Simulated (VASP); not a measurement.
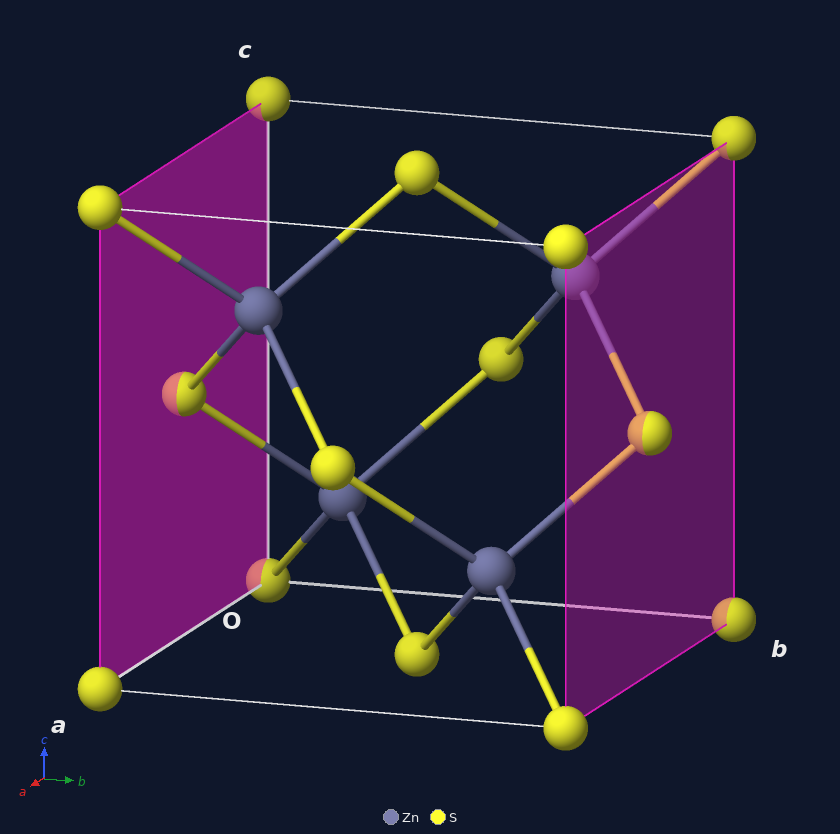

Crystal: ZnS, the geometry relaxed with VASP, VASP Kohn-Sham DFT of a periodic cell, PBE, VASP PAW PBE potentials, minimal, release 54. Every member of one family of equally spaced planes, hx + ky + lz = a whole number, that cuts the unit cell is shaded (one member passes through the origin O). The drawing is computed from the coordinates (standard cell, symmetry found to 0.002 Å).

a = 5.447 Å, b = 5.447 Å, c = 5.447 Å, α = 90.00°, β = 90.00°, γ = 90.00°.

What are the Miller indices?

(0 1 0); the opposite sign names the same planes. The member next to the origin meets the axes a never, b at 1, c never.

What is the spacing?

d = 5.447 Å.

Which atoms of the cell lie in these planes (within 0.03 Å)?

2 of the 4 S.

The space group is No. 216, F-43m. How many reflections hkl are equivalent to this one (itself included), and does it occur?

6 reflections are equivalent in the Laue class m-3m. The reflection is systematically absent, by the centring.
